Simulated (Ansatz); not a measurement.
# Band-structure calculation, with input and output: MgO

System: MgO (P6₃mc, 4 atoms in the cell).
Method: DFT, r2SCAN, plane waves, PAW, no spin polarisation (Ansatz 0.2.0).

The structure was built on a prototype by a generator. The geometry comes from this level: r2SCAN (a point of a series of strains). It belongs to a series of runs on one base structure; here: uniaxial_z strain +1.0%.

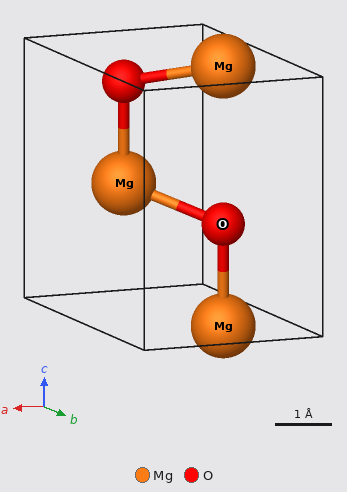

Fig. 1: The input geometry (ball-and-stick view of the cell of the calculation, seen at an oblique angle). An atom can appear more than once, as a periodic image. Near neighbours in the periodic cell (some may lie outside the picture): Mg has 4 O at 1.98 to 1.99 Å; O has 4 Mg at 1.98 to 1.99 Å.

### Input file
```yaml
crystal:
  lattice:
    - [3.2882172281, 0.0, 0.0]
    - [-1.644108614, 2.8476796527, 0.0]
    - [0.0, 0.0, 5.0847099375]
  atoms:
    - { symbol: Mg, position: [0.3333333333, 0.6666666667, -0.0083251743] }
    - { symbol: Mg, position: [0.6666666667, 0.3333333333, 0.4916748257] }
    - { symbol: O, position: [0.3333333333, 0.6666666667, 0.3833251743] }
    - { symbol: O, position: [0.6666666667, 0.3333333333, 0.8833251743] }
kpoints:
  mp_grid: { grid: [12, 12, 6] }
  band_path:
    path:
      - [0.0, 0.0, 0.0]
      - [0.5, 0.0, 0.0]
      - [0.3333333333, 0.3333333333, 0.0]
      - [0.0, 0.0, 0.5]
      - [0.5, 0.0, 0.5]
      - [0.3333333333, 0.3333333333, 0.5]
    npoints: 1
hamiltonian:
  xc: r2scan
scf:
  occupations: { method: fixed }
  n_extra_bands: 5
output:
  forces: true
  stress: true
  eigenvalues: true
  write_density: true
  write_potential: true
  elf: true
  volumetric_format: npy
```

Hardware: 2 threads of AMD EPYC (Zen 3), 1656 GiB of memory available, shared host.

Launch command:
```bash
ansatz run input.yaml --threads 2 --pin off --max-ram 29491MiB --backend cpu --events-out ev --progress --plain --runs-dir out
```

### What the program printed
```
scf.n_extra_bands = 5 over 16 filled bands (N_el = 32.0): the run solves 21 bands
Engine: ansatz 0.2.0, x86_64-unknown-linux-gnu
Pseudopotentials: kind: paw
Pseudopotential: Mg, paw, valence charge 10, recommended cutoff 500 eV (meta_gga), Mg.paw.azcp
Pseudopotential: O, paw, valence charge 6, recommended cutoff 500 eV (meta_gga), O.paw.azcp
Functional definition: r2SCAN
  parameter k0 = 0.174
  parameter k1 = 0.065
  parameter a1 = 4.9479
  exchange = r2scan_x(k0 = k0, k1 = k1, a1 = a1)
  correlation = r2scan_c
Crystal: 4 atoms, lattice volume = 47.612 Å³
Basis set: ecut = 500 eV, 1177 PW (Γ), exchange–correlation on 96×96×160 points (64 copies of the dense FFT grid, shifted against one another)
Bands: 21, of which v1, the nominal top of the filled ones, is band 16 counted from 1 (15 counted from 0)
Symmetry: 12 space group operations
Space group: P63mc (ITA 186), of the structure as read, at distance tolerance 3.6e-5 Å
k-points: 76 of 864 (time reversal used)
Non-local potential: Mg, projectors of the file, l = 0: 3, l = 1: 2, l = 2: 1
Non-local potential: O, projectors of the file, l = 0: 2, l = 1: 2, l = 2: 1
PAW form: soft (Blöchl's): semilocal exchange-correlation on the pseudo side does not see the compensation charge
PAW frozen core: Mg, regenerated for the run's functional (the file was generated under x = pbe(κ = 0.804, μ = 0.2195149727645171), c = pbe(β = 0.06672455060314922))
PAW frozen core: O, regenerated for the run's functional (the file was generated under x = pbe(κ = 0.804, μ = 0.2195149727645171), c = pbe(β = 0.06672455060314922))
PAW one-centre angular grid: Mg, 302 points (default); XC on 224 Gauss nodes
PAW one-centre angular grid: O, 302 points (default); XC on 160 Gauss nodes
Initial density: superposition of atomic densities (neutral atoms: chi_scale 0, normalization atom), corrected by the library's trained network
Initial wavefunctions: pseudopotential atomic-orbital guess
Functional: x = r2scan, c = r2scan; τ floored in thin density (d = 2e-4 eV/Å³)
SCF iter   1: F=—  HF=-4996.112186 eV  |F-HF|=—  |Δ(HF+E_count)|=         —  Δρ=8.49e-3  dr2=1.80e-2  dr2_τ=1.31e-1  ethr=1.77e-3  ⟨swp⟩=4.8  Hψ=6735  notcnv=0  defer=228
preconditioner: auto → Resta (q_TF=auto, 2.553 Å⁻¹)  ε∞=2.8  [insulator: Δε(μ)=4.257 eV  Ē_g=16.188 eV  n_scr=22 (ndim 8)  ℏωp=21.5 eV  f_vac=0.032  ε∞_Penn≈2.8]
SCF iter   2: F=—  HF=-4996.211886 eV  |F-HF|=—  |Δ(HF+E_count)|=   9.97e-2  Δρ=4.23e-3  dr2=4.43e-3  dr2_τ=3.56e-4  ethr=5.62e-5  ⟨swp⟩=3.0  Hψ=3726  notcnv=0  defer=228
SCF iter   3: F=—  HF=-4996.211901 eV  |F-HF|=—  |Δ(HF+E_count)|=   1.49e-5  Δρ=1.12e-3  dr2=2.71e-4  dr2_τ=2.57e-5  ethr=1.39e-5  ⟨swp⟩=3.0  Hψ=2888  notcnv=0  defer=228
SCF iter   4: F=—  HF=-4996.211926 eV  |F-HF|=—  |Δ(HF+E_count)|=   2.50e-5  Δρ=2.13e-4  dr2=2.45e-5  dr2_τ=2.41e-6  ethr=8.48e-7  ⟨swp⟩=3.0  Hψ=2280  notcnv=0  defer=228
SCF iter   5: F=—  HF=-4996.211922 eV  |F-HF|=—  |Δ(HF+E_count)|=   4.27e-6  Δρ=8.23e-5  dr2=1.97e-6  dr2_τ=3.17e-7  ethr=7.66e-8  ⟨swp⟩=2.0  Hψ=2086  notcnv=0  defer=78
SCF iter   6: F=-4996.211923 eV  HF=-4996.211923 eV  |F-HF|=1.54e-8  |Δ(HF+E_count)|=   1.20e-6  Δρ=1.57e-5  dr2=6.36e-8  dr2_τ=6.67e-9  ethr=3.13e-10  ⟨swp⟩=11.3  Hψ=11879  notcnv=0
SCF 1 converged in 6 iterations: F = -4996.211923 eV  dr2 = 6.36e-8
  greatest PAW one-centre occupation: 1.000 electrons in one spin orbital (limit 2), on the Mg atom at site 1 (counted from 0), in its partial waves of l = 0
```

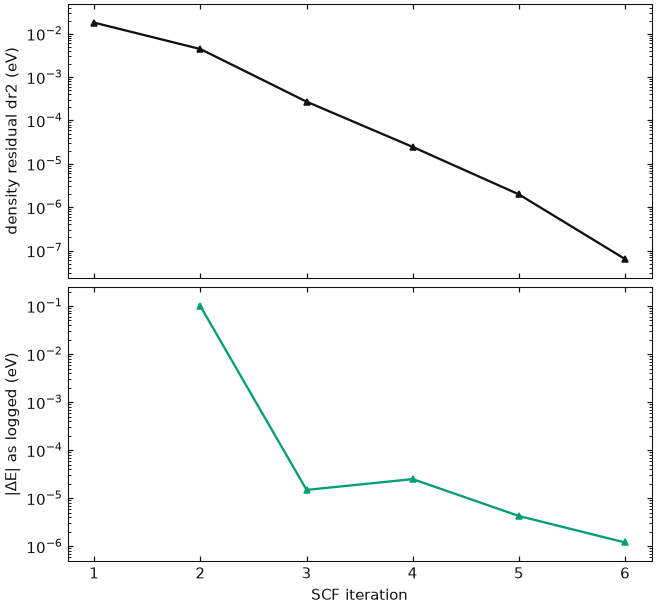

Fig. 2: Convergence of the self-consistent field: density residual dr2 and size of the energy change against the SCF iteration. The residual falls at every step.

```
NSCF: frozen V_eff on 6 k-points
SCF converged after 6 iterations
Free energy (F): -4996.211923 eV
Harris-Foulkes:  -4996.211923 eV  (|F-HF|=1.54e-8)
Internal energy: -4996.211923 eV  (E = F + TS)
E sigma→0 (E₀):  -4996.211923 eV
Fermi energy:    4.456686 eV
--- Per-component energies (eV) ---
  E_band       = -710.365612
  E_kinetic    = 509.607614
  E_local      = -3746.684078  (includes V_loc(G=0)·N_el)
  E_nonlocal   = 285.510191
  E_hartree    = 1337.793636
  E_xc         = -204.783901
  E_vxc        = -296.114906  (∫ρ·V_xc dr)
  E_paw        = -911.392897  (= ΣΔE_a)
  E_vpaw       = -157.870691  (= ΣTr[D̂ρ^β])
  E_aug_tail   = 0.002056  (compensation charges beyond the density's cutoff)
  E_vtau       = 19.594480  (kinetic-family band-sum trace: ∫τ·v_τ [+ j·A + Jᵃ·Aᵃ] dr)
  E_ewald      = -2266.148246
  E_core_change = -0.116298  (= ΣΔE_core)
  E_smearing   = -0.000000  (= −TS)
  E_closure    = -0.000000  (closes the sum)
  Σ components = -4996.211923   (vs F -4996.211923, Δ=0.00e0)
--- Forces (eV/Å), atoms counted from 1 ---
  atom   1  Mg    -0.00000000    -0.00000000    -0.00407639
  atom   2  Mg    -0.00000000     0.00000000    -0.00407639
  atom   3  O      0.00000000    -0.00000000     0.00387720
  atom   4  O      0.00000000     0.00000000     0.00387720
  max |Σ_I F_I| component: 3.98e-4 eV/Å
--- Stress (GPa, compression-positive) ---
       -0.939917      -0.000000      -0.000000
       -0.000000      -0.939917       0.000000
       -0.000000       0.000000      -1.246853
  P = ⅓ Tr σ = -1.0422 GPa (-10.422 kbar)
--- Band table (eV; the first three rows and the last of 76) ---
  k-point 0: bands = ["-69.8791", "-69.8755", "-35.0331", "-34.9868", "-34.9800", "-34.9800", "-34.9723", "-34.9723", "-12.6280", "-11.8785", "1.2840", "3.8468", "3.8468", "4.1382", "4.1382", "4.4567", "8.6614", "13.8690", "15.5166", "19.7620", "19.7620"]
  k-point 1: bands = ["-69.8789", "-69.8757", "-35.0301", "-34.9899", "-34.9795", "-34.9795", "-34.9729", "-34.9729", "-12.5804", "-11.9317", "1.4336", "3.8656", "3.8656", "4.1027", "4.1180", "4.1180", "9.0731", "13.3047", "16.0985", "19.7831", "19.7831"]
  k-point 2: bands = ["-69.8782", "-69.8764", "-35.0217", "-34.9985", "-34.9781", "-34.9781", "-34.9743", "-34.9743", "-12.4488", "-12.0746", "1.8662", "3.3382", "3.9175", "3.9175", "4.0632", "4.0632", "10.0172", "12.2765", "17.2112", "19.9200", "19.9200"]
  k-point 75: bands = ["-69.8756", "-69.8756", "-35.0195", "-35.0195", "-34.9918", "-34.9918", "-34.9877", "-34.9877", "-11.8129", "-11.8129", "1.9972", "1.9972", "2.4573", "2.4573", "4.1090", "4.1090", "13.7219", "13.7219", "15.2798", "15.2798", "18.3923"]
```

### File bands.tsv
```
# k_distance	band_0	band_1	band_2	band_3	band_4	band_5	band_6	band_7	band_8	band_9	band_10	band_11	band_12	band_13	band_14	band_15	band_16	band_17	band_18	band_19	band_20
# fermi_ev = 4.456686
# lock_threshold_ev = 1e-6
# [0, 0, 0] at k_distance = 0.000000
# [0.5, 0, 0] at k_distance = 1.103211
# [0.3333333333, 0.3333333333, 0] at k_distance = 1.740151
# [0, 0, 0.5] at k_distance = 3.155957
# [0.5, 0, 0.5] at k_distance = 4.259168
# [0.3333333333, 0.3333333333, 0.5] at k_distance = 4.896108
# levels_relative_to = fermi_ev
# free_energy_ev = -4996.211923
# largest_residual_norms_ev = 2.681e-4 3.279e-4 3.655e-4 3.938e-4 3.104e-4 3.825e-4 3.798e-4 4.418e-4 1.781e-3 3.229e-3 2.328e-3 1.443e-3 2.283e-3 1.807e-3 1.844e-3 2.316e-3 1.285e-3 1.577e-3 7.935e-4 1.637e-3 1.567e-3
0.000000	-74.335831	-74.332148	-39.489806	-39.443447	-39.436703	-39.436703	-39.429027	-39.429027	-17.084692	-16.335195	-3.172732	-0.609886	-0.609886	-0.318444	-0.318444	0.000000	4.204704	9.412354	11.059952	15.305268	15.305268
1.103211	-74.333034	-74.331825	-39.474152	-39.462253	-39.461758	-39.453062	-39.444887	-39.433799	-16.441880	-16.211339	-2.962165	-2.122262	-1.645601	-1.138115	-0.745767	-0.424794	8.614410	8.795352	10.111231	11.700151	13.953711
1.740151	-74.332249	-74.332249	-39.465778	-39.465778	-39.455112	-39.454757	-39.454757	-39.441876	-16.278751	-16.278751	-2.604695	-1.817024	-1.817024	-1.257407	-1.112207	-1.112207	9.045860	9.153797	11.107296	11.107296	14.218438
3.155957	-74.333991	-74.333991	-39.466799	-39.466799	-39.432861	-39.432861	-39.432861	-39.432861	-16.721147	-16.721147	-1.924761	-1.924761	-0.467063	-0.467063	-0.467063	-0.467063	6.684719	6.684719	14.089171	14.089171	15.823440
4.259168	-74.332436	-74.332436	-39.477735	-39.477735	-39.447966	-39.447966	-39.439344	-39.439344	-16.319164	-16.319164	-2.992183	-2.992183	-0.801128	-0.801128	-0.670862	-0.670862	8.151819	8.151819	11.764880	11.764880	14.689122
4.896108	-74.332245	-74.332245	-39.476186	-39.476186	-39.448493	-39.448493	-39.444423	-39.444423	-16.269565	-16.269565	-2.459444	-2.459444	-1.999367	-1.999367	-0.347687	-0.347687	9.265203	9.265203	10.823078	10.823078	13.935632
```

### File rho_z.tsv
```
# z_ang	rho[e/angstrom^3]
# format = ansatz-planar-average/11
# lattice	3.288217228	-0.000000000	0.000000000
# lattice	-1.644108614	2.847679653	0.000000000
# lattice	0.000000000	0.000000000	5.084709938
# sites	4
# site	12	0.000000000	1.898453102	-0.042331096
# site	12	1.644108614	0.949226551	2.500023872
# site	8	0.000000000	1.898453102	1.949097323
# site	8	1.644108614	0.949226551	4.491452292
0.000000	1.615450e0
0.127118	1.275698e0
0.254235	8.076569e-1
0.381353	4.124154e-1
0.508471	1.888224e-1
0.635589	1.045582e-1
0.762706	8.614995e-2
0.889824	9.245336e-2
1.016942	1.142408e-1
1.144060	1.530256e-1
1.271177	2.142467e-1
1.398295	3.081530e-1
1.525413	4.417532e-1
1.652531	5.978194e-1
1.779648	7.411641e-1
1.906766	8.622236e-1
2.033884	1.007665e0
2.161002	1.231840e0
2.288119	1.503824e0
2.415237	1.682787e0
2.542355	1.615450e0
2.669473	1.275698e0
2.796590	8.076569e-1
2.923708	4.124154e-1
3.050826	1.888224e-1
3.177944	1.045582e-1
3.305061	8.614995e-2
3.432179	9.245336e-2
3.559297	1.142408e-1
3.686415	1.530256e-1
3.813532	2.142467e-1
3.940650	3.081530e-1
4.067768	4.417532e-1
4.194886	5.978194e-1
4.322003	7.411641e-1
4.449121	8.622236e-1
4.576239	1.007665e0
4.703357	1.231840e0
4.830474	1.503824e0
4.957592	1.682787e0
```

### File v_z.tsv
```
# z_ang	v_es[eV]	v_tot[eV]
# format = ansatz-planar-average/11
# xc	r2scan
# density_cutoff_ev	2000
# datasets	Mg=:simpson_from_first_knot:soft:shift=0	O=:simpson_from_first_knot:soft:shift=0
# lattice	3.288217228	-0.000000000	0.000000000
# lattice	-1.644108614	2.847679653	0.000000000
# lattice	0.000000000	0.000000000	5.084709938
# sites	4
# site	12	0.000000000	1.898453102	-0.042331096
# site	12	1.644108614	0.949226551	2.500023872
# site	8	0.000000000	1.898453102	1.949097323
# site	8	1.644108614	0.949226551	4.491452292
0.000000	-3.717144e0	-1.503156e1
0.127118	-1.936397e0	-1.236486e1
0.254235	-3.223084e-2	-9.474205e0
0.381353	2.156425e0	-6.155452e0
0.508471	4.259897e0	-3.049308e0
0.635589	5.942096e0	-8.424255e-1
0.762706	7.127772e0	4.758664e-1
0.889824	7.958188e0	1.386902e0
1.016942	8.512610e0	1.428970e0
1.144060	8.803091e0	9.123475e-1
1.271177	8.481273e0	-2.047429e-1
1.398295	7.108322e0	-2.502218e0
1.525413	5.229594e0	-5.232378e0
1.652531	3.255107e0	-7.966177e0
1.779648	1.229855e0	-1.050266e1
1.906766	-7.863508e-1	-1.300389e1
2.033884	-2.673981e0	-1.533467e1
2.161002	-4.187864e0	-1.709111e1
2.288119	-5.022937e0	-1.773272e1
2.415237	-4.918188e0	-1.703080e1
2.542355	-3.717144e0	-1.503156e1
2.669473	-1.936397e0	-1.236486e1
2.796590	-3.223084e-2	-9.474205e0
2.923708	2.156425e0	-6.155452e0
3.050826	4.259897e0	-3.049308e0
3.177944	5.942096e0	-8.424255e-1
3.305061	7.127772e0	4.758664e-1
3.432179	7.958188e0	1.386902e0
3.559297	8.512610e0	1.428970e0
3.686415	8.803091e0	9.123475e-1
3.813532	8.481273e0	-2.047429e-1
3.940650	7.108322e0	-2.502218e0
4.067768	5.229594e0	-5.232378e0
4.194886	3.255107e0	-7.966177e0
4.322003	1.229855e0	-1.050266e1
4.449121	-7.863508e-1	-1.300389e1
4.576239	-2.673981e0	-1.533467e1
4.703357	-4.187864e0	-1.709111e1
4.830474	-5.022937e0	-1.773272e1
4.957592	-4.918188e0	-1.703080e1
```

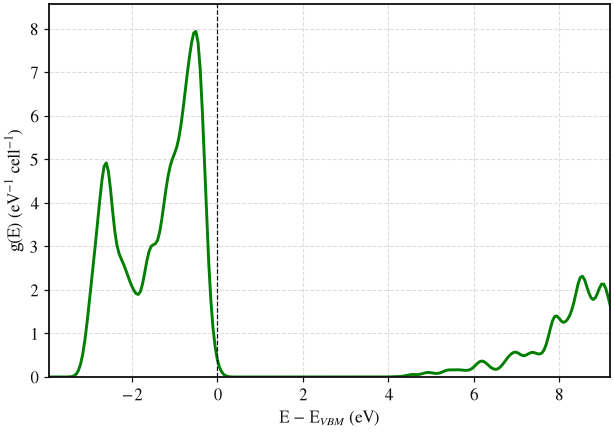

Fig. 3: Density of states (the curve is built from the levels of the k mesh with Gaussians 0.3 eV wide, which also blur the band edges), with energies from the valence-band top. There is a gap of 4.20 eV on the k-point mesh. Small ripples come from the finite k-point mesh.

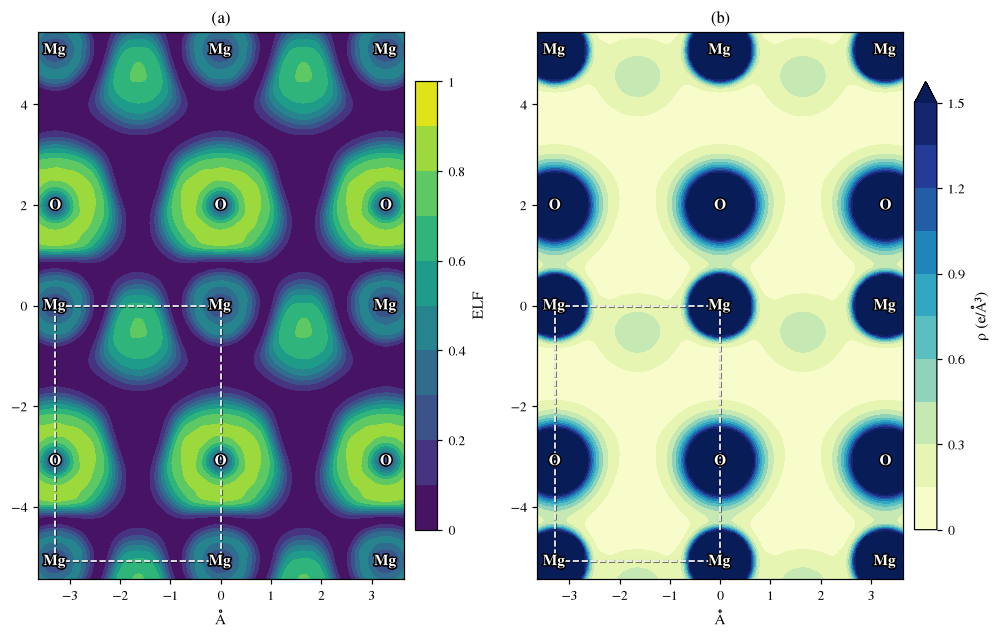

Fig. 4: (a) ELF; (b) valence charge density (pseudo) on the (010) plane of the conventional cell. Mg–O (1.99 Å): ρ at the midpoint is about 0.43 e/Å³; the ELF is about 0.35 at the midpoint. Away from the nuclei the density in this plane falls to 0.04 e/Å³ at its lowest. In a PAW calculation such maps are meaningful between the atoms, not at the nuclei.

### Results in brief

```tsv
quantity	value
outcome	converged
space group (tolerance 0.01 Å)	P6₃mc (186)
electrons treated	32
free energy	−4996.2119 eV
Fermi energy	4.457 eV
gap on the k-point mesh	4.20 eV
pressure	−1.04 GPa
largest force (length of the vector)	0.004 eV/Å
wall time	5.9 s (CPU time 11 s)
peak memory	0.62 GiB
```
